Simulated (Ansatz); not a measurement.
```xyz
12
Lattice="4.7892 0.0000 0.0000 0.0000 5.8242 0.0000 0.0000 0.0000 5.3056" Properties=species:S:1:pos:R:3 pbc="T T T"
Sn    2.3946    3.8741    3.9792
Sn    0.0000    4.8622    1.3264
Sn    2.3946    1.9501    1.3264
Sn    0.0000    0.9620    3.9792
O     3.4968    3.5357    0.4147
O     1.1022    5.2006    4.8908
O     3.6870    5.2006    3.0675
O     1.2924    3.5357    2.2381
O     3.4968    2.2885    3.0675
O     1.1022    0.6236    2.2381
O     3.6870    0.6236    0.4147
O     1.2924    2.2885    4.8908
```

Space group Pbcn; a structure from a database of computed crystals, not necessarily the ambient phase.

All numbers below come from DFT PBE, scalar-relativistic, plane waves, PAW in Ansatz 0.2.0.

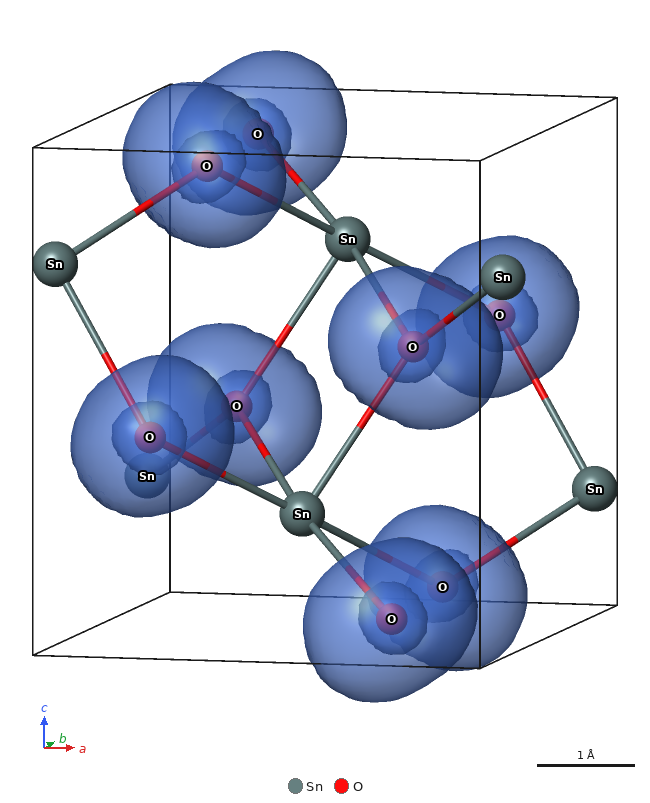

SnO₂. Isosurface of the ELF at 0.7 (blue), seen slightly off an axis. Only the valence region is drawn (cores and ρ < 0.01 e/Å³ removed). Sticks mark near contacts.

In a PAW calculation such maps are meaningful between the atoms, not at the nuclei.

**Identify the bonds, lone pairs and shells in this picture.**

At this value the surface marks out eight regions wrapped around O (the valence shell of each), counted in one cell of 12 atoms. Regions shared between cells count once.

Values along the shortest contacts:
Sn–O (2.06 Å): the ELF peaks at about 0.80 in the valence shell of O, 0.6 Å from its nucleus, and is about 0.25 at the midpoint; no shared electron pair shows on this line. Sn–O (2.14 Å): the ELF peaks at about 0.85 in the valence shell of O, 0.6 Å from its nucleus, and is about 0.25 at the midpoint: no localised pair shows between them.

**Does the calculation make it a metal, or give it a gap?**

It is gapped, with a Kohn–Sham gap of 1.00 eV on the k-point mesh, an upper bound to the gap of this method.
